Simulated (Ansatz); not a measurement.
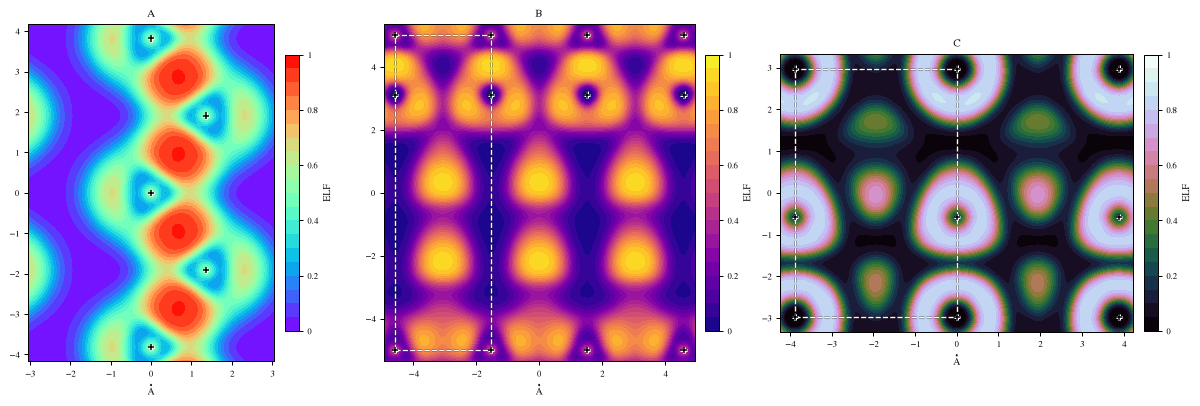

The ELF of 3 systems, each on a plane through atoms (crosses mark nuclei in the plane).

Computed with Ansatz 0.2.0, DFT LDA, scalar-relativistic, plane waves, PAW.

System 1: La$_{2}$O$_{3}$, the (100) plane of the conventional cell. Space group P-3m1; a structure from a database of computed crystals, not necessarily the ambient phase.

```
La O
1.0
     3.88269    0.00000    0.00000
    -1.94134    3.36251    0.00000
     0.00000    0.00000    5.95157
La O
2 3
Direct
  0.66667 0.33333 0.75601
  0.33333 0.66667 0.24399
  0.66667 0.33333 0.35346
  0.33333 0.66667 0.64654
  0.00000 0.00000 0.00000
```

System 2: SiC, the (100) plane of the conventional cell. Space group P6₃mc; a structure from a database of computed crystals, not necessarily the ambient phase.

```yaml
crystal:
  lattice:
    - [3.05842, 0.00000, 0.00000]
    - [-1.52921, 2.64867, 0.00000]
    - [0.00000, 0.00000, 10.01215]
  atoms:
    - { symbol: Si, position: [0.66667, 0.33333, 0.93784] }
    - { symbol: Si, position: [0.33333, 0.66667, 0.43784] }
    - { symbol: Si, position: [0.00000, 0.00000, 0.68790] }
    - { symbol: Si, position: [0.00000, 0.00000, 0.18790] }
    - { symbol: C, position: [0.66667, 0.33333, 0.74981] }
    - { symbol: C, position: [0.33333, 0.66667, 0.24981] }
    - { symbol: C, position: [0.00000, 0.00000, 0.50045] }
    - { symbol: C, position: [0.00000, 0.00000, 0.00045] }
```

System 3: Si, the (011) plane of the conventional cell. Space group Fd-3m; a structure from a database of computed crystals, not necessarily the ambient phase.

> Match each panel to its system.

Panel A is system 3, Si: the plane holds Si. Si–Si (2.34 Å): the ELF peaks at about 0.95 between the atoms, as expected for a shared electron pair. Panel B is system 2, SiC: the plane holds Si and C. Si–C (1.88 Å): the ELF peaks at about 0.95 between the atoms (a covalent bond). Panel C is system 1, La$_{2}$O$_{3}$: the plane holds La and O. La–O (2.40 Å): the ELF is about 0.25 at the midpoint: a largely ionic contact.
